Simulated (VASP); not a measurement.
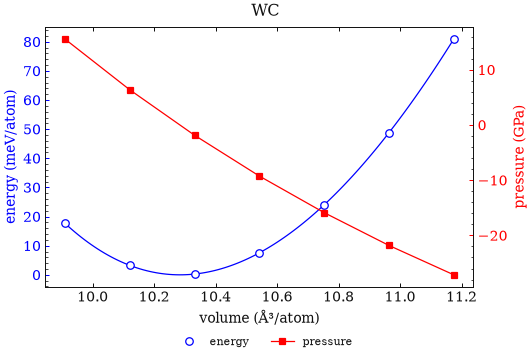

Plotted: energy and pressure against volume for WC, space group Fm-3m (No. 225).

The given structure:
```xyz
2
Lattice="0.0000 2.1927 2.1927 2.1927 0.0000 2.1927 2.1927 2.1927 0.0000" Properties=species:S:1:pos:R:3 pbc="T T T"
W     0.0000    0.0000    0.0000
C     2.1927    2.1927    2.1927
```

Computed with VASP 6.6.1: plane-wave DFT, no spin polarisation; energies at scaled volumes of the given cell, shape and fractions fixed, counted from the fit's minimum, third-order Birch-Murnaghan fit. Level: PBEsol.

k mesh 10×10×10; occupations Fermi–Dirac; smearing width 0.05 eV; potentials VASP PAW PBE potentials, recommended; wave cutoff 520 eV.

**How stiff is the solid, and where is its volume at rest?**

A third-order Birch–Murnaghan fit gives V0 = 10.28 Å³/atom, B0 = 390 GPa and B′ = 4.3.

**How does the pressure vary with volume?**

It falls from 15.57 GPa at volume 9.91 Å³/atom to −27.14 GPa at 11.17 Å³/atom, and changes sign near 10.28 Å³/atom.
